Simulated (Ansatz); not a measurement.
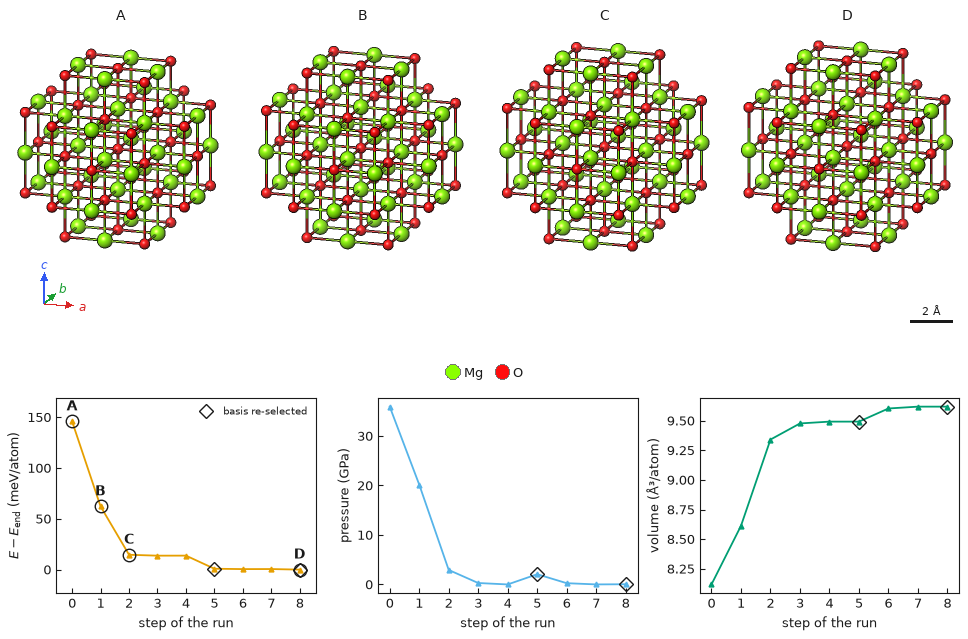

Frames of a relaxation of crystalline MgO (built on the rocksalt type), marked on the history of the run. A ball-and-stick model of the conventional cell (4 times the calculation's cell), seen slightly off an axis. Lengths and directions refer to the drawn axes.

The calculation used DFT, PBE, plane waves, PAW in Ansatz 0.2.0. Set-up: plane-wave cutoff 420 eV; k-point mesh 10 × 10 × 10; occupations fermi dirac; smearing width 0.02 eV; no spin polarisation; cell and atoms relaxed; force threshold 0.005 eV/Å.

Describe the path.

After 6 accepted moves (8 points after the start) the energy has fallen by 146 meV per atom. All forces vanish by symmetry, so only the cell relaxes. Pressure: 35.93 GPa at the start and 0.04 GPa at the end. The SCF was repeated twice at an unchanged geometry on a basis and grid sized afresh for the cell, which shifted the energy by 12.9 meV per atom at most. The atoms keep their places relative to the cell (all moves are under 0.005 Å). The volume changes by +18.5 %, with a = b = c 4.020 → 4.253 Å (+5.8 %). Some distances before and after: Mg–O 2.010 → 2.127 Å. The space group stays Fm-3m (No. 225). From step 0 to 1: volume +6.1 %, energy −83.6 meV per atom. From step 1 to 2: volume +8.5 %, energy −47.6 meV per atom. From step 2 to 8: volume +3.0 %, energy −14.6 meV per atom.

| step | E − E(0), meV/atom | pressure, GPa | volume, Å³/atom | note |
| --- | --- | --- | --- | --- |
| 0 | 0.00 | 35.93 | 8.118 |  |
| 1 | -83.61 | 20.18 | 8.612 |  |
| 2 | -131.21 | 2.93 | 9.341 |  |
| 3 | -132.09 | 0.29 | 9.477 |  |
| 4 | -132.05 | 0.00 | 9.492 |  |
| 5 | -144.96 | 2.07 | 9.492 | same geometry, new basis |
| 6 | -145.31 | 0.26 | 9.603 |  |
| 7 | -145.26 | 0.01 | 9.619 |  |
| 8 | -145.83 | 0.04 | 9.619 | same geometry, new basis |
